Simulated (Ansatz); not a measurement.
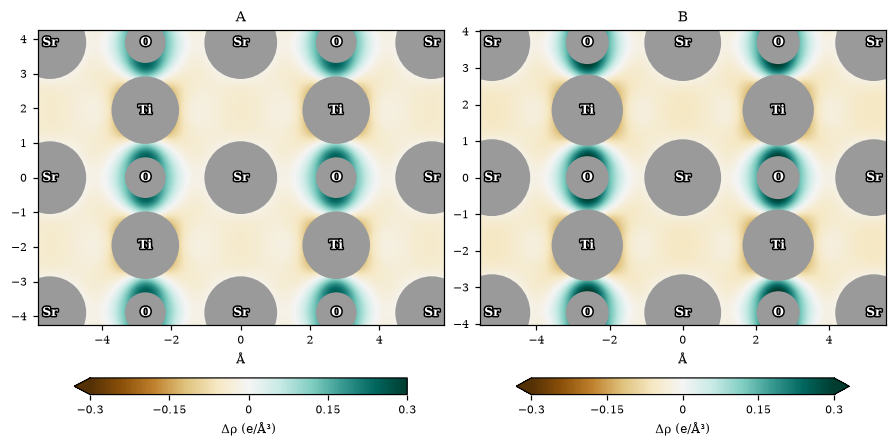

SrTiO3: deformation density on the (100) plane of the conventional cell at two volumes, with the same fractional coordinates and one colour scale. Grey discs cover the cores.

Space group I4/mcm. Effective Hubbard U: 4.0 eV on Ti d.

Theory: Ansatz 0.2.0, DFT PBE+U, scalar-relativistic, plane waves, PAW.

> How do the two volumes compare, and how does the bonding charge respond?

A is the larger cell: B has 85 % of the volume of A.
- From A to B, O–Sr goes from 2.73 to 2.59 Å, and Δρ at its midpoint stays at −0.013 e/Å³.
- The pressure is 7 GPa in A and 52 GPa in B.
- Bader charges in A: Sr +1.58, Ti +2.37 and O −1.32 e; in B: Sr +1.55, Ti +2.35 and O −1.30 e.
- The rearranged charge is 0.28 e an atom in A and 0.28 e in B.
